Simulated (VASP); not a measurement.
Run report: WSi2, geometry relaxation (part 1 of 3)

The run: geometry relaxation of WSi2 (I4/mmm, 3 atoms in the cell). Method and program: Kohn-Sham DFT of a periodic cell, PBE, VASP PAW PBE potentials, recommended, no spin polarisation (VASP 6.6.1).

The structure derives from an entry of the Crystallography Open Database.

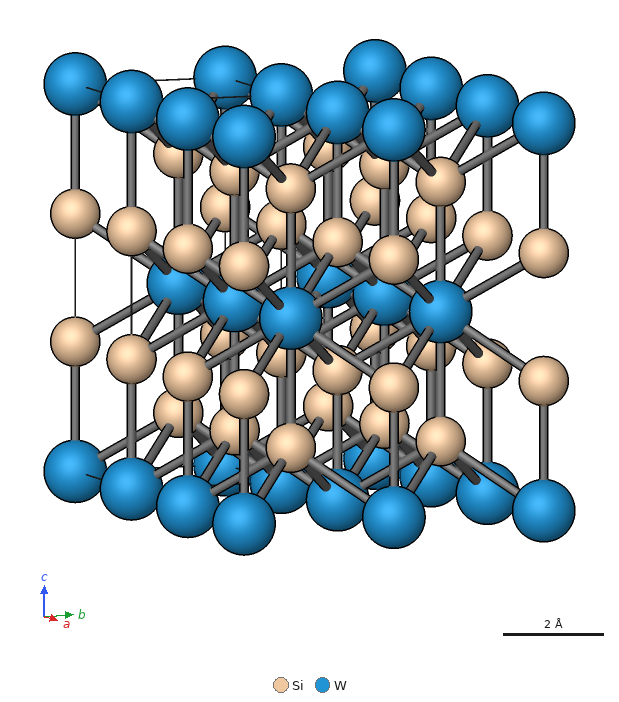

The structure as given in the input (ball-and-stick view of the cell 2 times as large as that of the calculation, set on its symmetry axes, repeated 3 × 2 × 1, seen slightly off an axis).

## Key numbers

| quantity | value |
| --- | --- |
| outcome | converged |
| space group (tolerance 0.01 Å) | I4/mmm (139) |
| electrons treated | 22 |
| free energy | −24.7691 eV |
| Fermi energy | 11.796 eV |
| gap on the k-point mesh | none (metallic) |
| pressure | 0.00 GPa |
| final volume | 40.94 Å³ |
| largest force (length of the vector) at the end | 0.002 eV/Å |
| final cell | a = 4.546 Å, b = 4.546 Å, c = 4.546 Å, α = 138.43°, β = 138.43°, γ = 60.25° |
| hardware | 4 threads of Intel Xeon (Sapphire Rapids), 256 GiB of memory available, shared host |
| wall time | 1.8 min (CPU time 7.1 min) |
| peak memory | 0.21 GiB |

## Remarks

Spin–orbit coupling is left out, which matters for W.

## INCAR
```
SYSTEM = Si2W
  ALGO = Normal
  EDIFF = 1E-7
  EDIFFG = -0.002
  ENCUT = 250
  GGA = PE
  IBRION = 2
  ISIF = 3
  ISMEAR = 0
  KPAR = 4
  LASPH = .True.
  LCHARG = .False.
  LREAL = .False.
  LWAVE = .False.
  NELM = 60
  NSW = 80
  PREC = Accurate
  SIGMA = 0.1
```

## KPOINTS
```
k-points
0
Gamma
  18 18 18
  0 0 0
```

## POSCAR
```
Si2W
1.0
   -1.6069000000      1.6069000000      3.9149500000
    1.6069000000     -1.6069000000      3.9149500000
    1.6069000000      1.6069000000     -3.9149500000
Si W
2 1
Direct
    0.3347000000      0.3347000000      0.0000000000
    0.6653000000      0.6653000000      0.0000000000
    0.0000000000      0.0000000000      0.0000000000
```

Command:
```bash
cat potpaw_PBE.64/Si/POTCAR potpaw_PBE.64/W_sv/POTCAR > POTCAR
mpirun -np 4 vasp_std > vasp.out
```

## OSZICAR
```
N       E                     dE             d eps       ncg     rms          rms(c)
DAV:   1     0.760784457339E+02    0.76078E+02   -0.73750E+03 14734   0.889E+02
DAV:   2    -0.234928262843E+02   -0.99571E+02   -0.98062E+02 17333   0.252E+02
DAV:   3    -0.256076822957E+02   -0.21149E+01   -0.20742E+01 18936   0.361E+01
DAV:   4    -0.256199518791E+02   -0.12270E-01   -0.12268E-01 16703   0.304E+00
DAV:   5    -0.256200769962E+02   -0.12512E-03   -0.12511E-03 18985   0.285E-01    0.250E+01
DAV:   6    -0.248679281740E+02    0.75215E+00   -0.44994E+00 17305   0.156E+01    0.880E+00
DAV:   7    -0.247872791751E+02    0.80649E-01   -0.28670E-01 16164   0.310E+00    0.458E+00
DAV:   8    -0.247650349533E+02    0.22244E-01   -0.45147E-02 18824   0.183E+00    0.309E-01
DAV:   9    -0.247646493330E+02    0.38562E-03   -0.11354E-03 17004   0.265E-01    0.180E-01
DAV:  10    -0.247645713991E+02    0.77934E-04   -0.28198E-04 17788   0.165E-01    0.328E-02
DAV:  11    -0.247645655163E+02    0.58828E-05   -0.33423E-05 18026   0.450E-02    0.137E-02
DAV:  12    -0.247645657699E+02   -0.25360E-06   -0.13223E-06 17928   0.768E-03    0.312E-03
DAV:  13    -0.247645652198E+02    0.55011E-06   -0.21819E-07 13795   0.477E-03    0.465E-04
DAV:  14    -0.247645651823E+02    0.37423E-07   -0.13933E-08  8446   0.114E-03
   1 F= -.24764565E+02 E0= -.24764126E+02  d E =-.247646E+02
       N       E                     dE             d eps       ncg     rms          rms(c)
DAV:   1    -0.249798843093E+02   -0.21532E+00   -0.50226E+00 16612   0.279E+01    0.569E+00
DAV:   2    -0.247814500798E+02    0.19843E+00   -0.14178E+00 16318   0.932E+00    0.865E-01
DAV:   3    -0.247601143159E+02    0.21336E-01   -0.75716E-02 15766   0.155E+00    0.472E-01
DAV:   4    -0.247548817509E+02    0.52326E-02   -0.11354E-02 17606   0.983E-01    0.333E-01
DAV:   5    -0.247547013389E+02    0.18041E-03   -0.16407E-03 18069   0.393E-01    0.221E-01
DAV:   6    -0.247546403335E+02    0.61005E-04   -0.49248E-04 16864   0.136E-01    0.766E-03
DAV:   7    -0.247546413534E+02   -0.10199E-05   -0.95834E-06 17067   0.226E-02    0.588E-03
DAV:   8    -0.247546416110E+02   -0.25758E-06   -0.42343E-07 18642   0.407E-03    0.283E-03
DAV:   9    -0.247546417410E+02   -0.12997E-06   -0.47512E-08  8460   0.173E-03    0.989E-04
DAV:  10    -0.247546417974E+02   -0.56443E-07   -0.10335E-08  7690   0.674E-04
   2 F= -.24754642E+02 E0= -.24754136E+02  d E =0.992338E-02
       N       E                     dE             d eps       ncg     rms          rms(c)
DAV:   1    -0.248590641288E+02   -0.10442E+00   -0.20240E+00 16605   0.174E+01    0.376E+00
DAV:   2    -0.247787890946E+02    0.80275E-01   -0.48347E-01 16384   0.571E+00    0.545E-01
DAV:   3    -0.247712996881E+02    0.74894E-02   -0.20189E-02 15821   0.900E-01    0.311E-01
DAV:   4    -0.247691311460E+02    0.21685E-02   -0.43044E-03 17585   0.636E-01    0.259E-01
DAV:   5    -0.247690755827E+02    0.55563E-04   -0.46446E-04 18292   0.216E-01    0.126E-01
DAV:   6    -0.247690666786E+02    0.89041E-05   -0.13889E-04 17004   0.695E-02    0.543E-03
DAV:   7    -0.247690660567E+02    0.62190E-06   -0.36324E-06 16962   0.149E-02    0.406E-03
DAV:   8    -0.247690657981E+02    0.25864E-06   -0.11113E-07 12851   0.228E-03    0.158E-03
DAV:   9    -0.247690657323E+02    0.65758E-07   -0.28973E-08  7956   0.139E-03
   3 F= -.24769066E+02 E0= -.24768611E+02  d E =-.450055E-02
       N       E                     dE             d eps       ncg     rms          rms(c)
DAV:   1    -0.247690755826E+02   -0.97845E-05   -0.24985E-04 16619   0.196E-01    0.418E-02
DAV:   2    -0.247690657654E+02    0.98172E-05   -0.62299E-05 16333   0.641E-02    0.604E-03
DAV:   3    -0.247690650550E+02    0.71033E-06   -0.27413E-06 15814   0.102E-02    0.340E-03
DAV:   4    -0.247690648607E+02    0.19436E-06   -0.52883E-07 16724   0.694E-03    0.270E-03
DAV:   5    -0.247690649681E+02   -0.10747E-06   -0.58314E-08  7613   0.251E-03    0.147E-03
DAV:   6    -0.247690650244E+02   -0.56255E-07   -0.11731E-08  7340   0.953E-04
   4 F= -.24769065E+02 E0= -.24768610E+02  d E =-.449984E-02
       N       E                     dE             d eps       ncg     rms          rms(c)
DAV:   1    -0.247691165762E+02   -0.51608E-04   -0.16560E-03 16724   0.385E-01    0.330E-02
DAV:   2    -0.247690841657E+02    0.32410E-04   -0.68677E-05 17060   0.663E-02    0.167E-02
DAV:   3    -0.247690749648E+02    0.92009E-05   -0.24772E-05 18593   0.372E-02    0.482E-03
DAV:   4    -0.247690748995E+02    0.65379E-07   -0.11894E-06 15415   0.830E-03    0.231E-03
DAV:   5    -0.247690748422E+02    0.57205E-07   -0.63352E-08  9244   0.165E-03
   5 F= -.24769075E+02 E0= -.24768620E+02  d E =-.981786E-05
       N       E                     dE             d eps       ncg     rms          rms(c)
DAV:   1    -0.247690765867E+02   -0.16872E-05   -0.50068E-05 16535   0.670E-02    0.576E-03
DAV:   2    -0.247690756425E+02    0.94419E-06   -0.20623E-06 17074   0.115E-02    0.293E-03
DAV:   3    -0.247690753054E+02    0.33708E-06   -0.76072E-07 18551   0.648E-03    0.806E-04
DAV:   4    -0.247690752878E+02    0.17572E-07   -0.33554E-08  7508   0.142E-03
   6 F= -.24769075E+02 E0= -.24768621E+02  d E =-.102634E-04
       N       E                     dE             d eps       ncg     rms          rms(c)
DAV:   1    -0.247691099926E+02   -0.34687E-04   -0.81048E-04 16703   0.349E-01    0.739E-02
DAV:   2    -0.247690789493E+02    0.31043E-04   -0.19740E-04 16475   0.115E-01    0.112E-02
DAV:   3    -0.247690754938E+02    0.34555E-05   -0.89396E-06 16066   0.187E-02    0.600E-03
DAV:   4    -0.247690744965E+02    0.99729E-06   -0.17199E-06 17550   0.124E-02    0.447E-03
DAV:   5    -0.247690742777E+02    0.21879E-06   -0.17001E-07 10539   0.419E-03    0.259E-03
DAV:   6    -0.247690741665E+02    0.11118E-06   -0.41908E-08  7459   0.175E-03    0.105E-04
DAV:   7    -0.247690741814E+02   -0.14848E-07   -0.68894E-09  7284   0.607E-04
   7 F= -.24769074E+02 E0= -.24768618E+02  d E =0.110645E-05
       N       E                     dE             d eps       ncg     rms          rms(c)
DAV:   1    -0.247690887602E+02   -0.14594E-04   -0.29927E-04 16717   0.212E-01    0.448E-02
DAV:   2    -0.247690774860E+02    0.11274E-04   -0.72456E-05 16426   0.694E-02    0.683E-03
DAV:   3    -0.247690766393E+02    0.84665E-06   -0.32721E-06 16087   0.113E-02    0.366E-03
DAV:   4    -0.247690763995E+02    0.23984E-06   -0.63489E-07 16927   0.756E-03    0.273E-03
DAV:   5    -0.247690765080E+02   -0.10852E-06   -0.60173E-08  7515   0.253E-03    0.157E-03
DAV:   6    -0.247690765730E+02   -0.64974E-07   -0.11913E-08  7277   0.982E-04
   8 F= -.24769077E+02 E0= -.24768621E+02  d E =-.128515E-05
       N       E                     dE             d eps       ncg     rms          rms(c)
DAV:   1    -0.247690769825E+02   -0.47449E-06   -0.80370E-06 16836   0.348E-02    0.736E-03
DAV:   2    -0.247690766567E+02    0.32584E-06   -0.19573E-06 16465   0.114E-02    0.113E-03
DAV:   3    -0.247690765831E+02    0.73562E-07   -0.83863E-08  7557   0.187E-03
   9 F= -.24769077E+02 E0= -.24768621E+02  d E =-.129526E-05
```

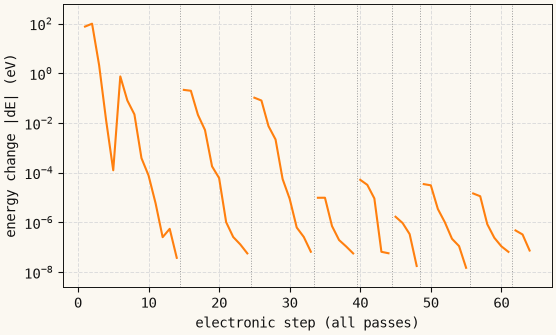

Convergence of the self-consistent field: energy change |dE| against the electronic step. Each stretch between dotted lines is the SCF of one geometry step of a relaxation. The 9 ionic steps take 3 to 14 electronic steps each. The density is held fixed in the first few steps, and dE rises again when its update begins.

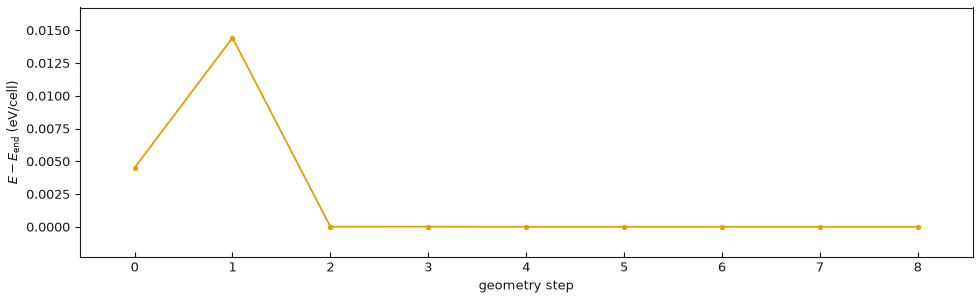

Progress of the relaxation, step by step (steps are counted from 0). No atom moves by more than 0.005 Å relative to the cell. Cell: a = b 3.214 → 3.227 Å (+0.4 %), c 7.830 → 7.864 Å (+0.4 %). Volume +1.2 %. Distances before and after: Si1–W3 2.615 → 2.627 Å. The space group stays I4/mmm (No. 139). The energy falls by 4.5 meV per cell of the calculation in 8 geometry steps. The largest force component goes from 0.068 to 0.0017 eV/Å. (Atoms are counted from 1 in the order of the input.)

## Parts of OUTCAR
```
SYSTEM = Si2W
   EDIFF = 1E-7
   EDIFFG = -0.002
   ENCUT = 250
   GGA = PE
   IBRION = 2
   ISIF = 3
   ISMEAR = 0
   LASPH = .True.
   LREAL = .False.
   NELM = 60
   NSW = 80
   PREC = Accurate

 ion  position               nearest neighbor table
   1  0.335  0.335  0.000-   2 2.59   3 2.62   3 2.62   3 2.62   3 2.62   3 2.62   2 2.63   2 2.63
                             2 2.63   2 2.63
   2  0.665  0.665  0.000-   1 2.59   3 2.62   3 2.62   3 2.62   3 2.62   3 2.62   1 2.63   1 2.63
                             1 2.63   1 2.63
   3  0.000  0.000  0.000-   2 2.62   2 2.62   2 2.62   1 2.62   2 2.62   1 2.62   1 2.62   1 2.62
                             1 2.62   2 2.62

  LATTYP: Found a body centered tetragonal cell.
 ALAT       =     3.2138000000
 C/A-ratio  =     2.4363370465

  Lattice vectors:

 A1 = (  -1.6069000000,   1.6069000000,   3.9149500000)
 A2 = (   1.6069000000,  -1.6069000000,   3.9149500000)
 A3 = (   1.6069000000,   1.6069000000,  -3.9149500000)

Analysis of symmetry for initial positions (statically):
=====================================================================
 Subroutine PRICEL returns:
 Original cell was already a primitive cell.

 Routine SETGRP: Setting up the symmetry group for a
 body centered tetragonal supercell.

 Subroutine GETGRP returns: Found 16 space group operations
 (whereof 16 operations were pure point group operations)
 out of a pool of 16 trial point group operations.

The static configuration has the point symmetry D_4h.

Analysis of symmetry for dynamics (positions and initial velocities):
=====================================================================
 Subroutine PRICEL returns:
 Original cell was already a primitive cell.

 Routine SETGRP: Setting up the symmetry group for a
 body centered tetragonal supercell.

 Subroutine GETGRP returns: Found 16 space group operations
 (whereof 16 operations were pure point group operations)
 out of a pool of 16 trial point group operations.

The dynamic configuration has the point symmetry D_4h.

 Subroutine INISYM returns: Found 16 space group operations
 (whereof 16 operations are pure point group operations),
 and found     1 'primitive' translations

----------------------------------------------------------------------------------------

                                     Primitive cell

  volume of cell :      40.4356

  direct lattice vectors                    reciprocal lattice vectors
    -1.606900000  1.606900000  3.914950000     0.000000000  0.311158131  0.127715552
     1.606900000 -1.606900000  3.914950000     0.311158131  0.000000000  0.127715552
     1.606900000  1.606900000 -3.914950000     0.311158131  0.311158131  0.000000000

  length of vectors
     4.526708376  4.526708376  4.526708376     0.336348992  0.336348992  0.440044048

  position of ions in fractional coordinates (direct lattice)
     0.334700000  0.334700000  0.000000000
     0.665300000  0.665300000  0.000000000
     0.000000000  0.000000000  0.000000000

  ion indices of the primitive-cell ions
   primitive index   ion index
                 1           1
                 2           2
                 3           3

----------------------------------------------------------------------------------------

 KPOINTS: k-points

Automatic generation of k-mesh.
 Grid dimensions read from file:
 generate k-points for:   18   18   18

 Generating k-lattice:

  Cartesian coordinates                     Fractional coordinates (reciprocal lattice)
     0.000000000  0.017286563  0.007095308     0.055555556  0.000000000  0.000000000
     0.017286563  0.000000000  0.007095308     0.000000000  0.055555556  0.000000000
     0.017286563  0.017286563  0.000000000     0.000000000  0.000000000  0.055555556

  Length of vectors
     0.018686055  0.018686055  0.024446892

  Shift w.r.t. Gamma in fractional coordinates (k-lattice)
     0.000000000  0.000000000  0.000000000

 Subroutine IBZKPT returns following result:
 ===========================================

 Found    480 irreducible k-points:

 Following reciprocal coordinates:
            Coordinates               Weight
  0.000000  0.000000  0.000000      1.000000
  0.055556 -0.000000  0.000000      8.000000
  0.111111 -0.000000  0.000000      8.000000
  0.166667  0.000000  0.000000      8.000000
  0.222222  0.000000 -0.000000      8.000000
  0.277778  0.000000  0.000000      8.000000
  0.333333  0.000000  0.000000      8.000000
  0.388889  0.000000 -0.000000      8.000000
  0.444444  0.000000 -0.000000      8.000000
  0.500000  0.000000 -0.000000      4.000000
  0.055556  0.055556  0.000000      8.000000
  0.111111  0.055556  0.000000     16.000000
  0.166667  0.055556  0.000000     16.000000
  0.222222  0.055556 -0.000000     16.000000
  0.277778  0.055556 -0.000000     16.000000
  0.333333  0.055556 -0.000000     16.000000
  0.388889  0.055556  0.000000     16.000000
  0.444444  0.055556 -0.000000     16.000000
  0.500000  0.055556 -0.000000     16.000000
 -0.444444  0.055556  0.000000     16.000000
 -0.388889  0.055556  0.000000     16.000000
 -0.333333  0.055556  0.000000     16.000000
 -0.277778  0.055556  0.000000     16.000000
 -0.222222  0.055556  0.000000     16.000000
 [... further k-points ...]
```
